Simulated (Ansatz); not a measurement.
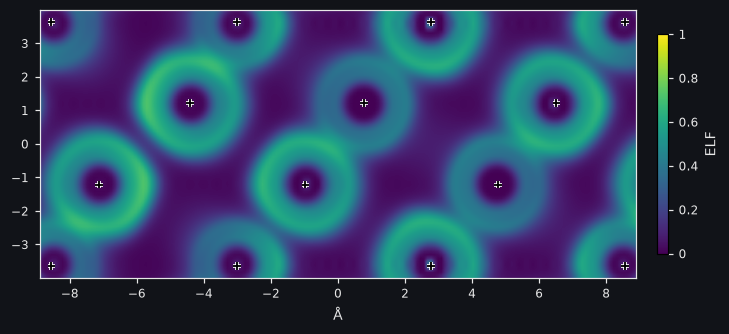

The ELF on a plane through atoms (crosses mark nuclei in the plane).

All numbers below come from DFT PBEsol, scalar-relativistic, plane waves, PAW (Ansatz 0.2.0).

Candidates:
A. Ge2Sb2Te5, a = 4.20 Å, b = 4.20 Å, c = 17.10 Å, α = 90.00°, β = 90.00°, γ = 120.00°. Space group P-3m1; a structure from a database of computed crystals, not necessarily the ambient phase.
B. Co3Sn2, a = 4.16 Å, b = 4.16 Å, c = 4.99 Å, α = 90.00°, β = 90.00°, γ = 120.00°. Space group P-6m2; a structure from a database of computed crystals, not necessarily the ambient phase; spin-polarised.

Q: Which candidate gave the map?

A: Candidate A: Ge2Sb2Te5 on the (110) plane of the conventional cell, which holds Ge, Sb and Te. Ge–Te (2.81 Å): the ELF peaks at about 0.70 in the valence shell of Te, 1.3 Å from its nucleus, and is about 0.70 at the midpoint. Sb–Te (2.99 Å): the ELF peaks at about 0.65 in the valence shell of Te, 1.3 Å from its nucleus, and is about 0.60 at the midpoint.
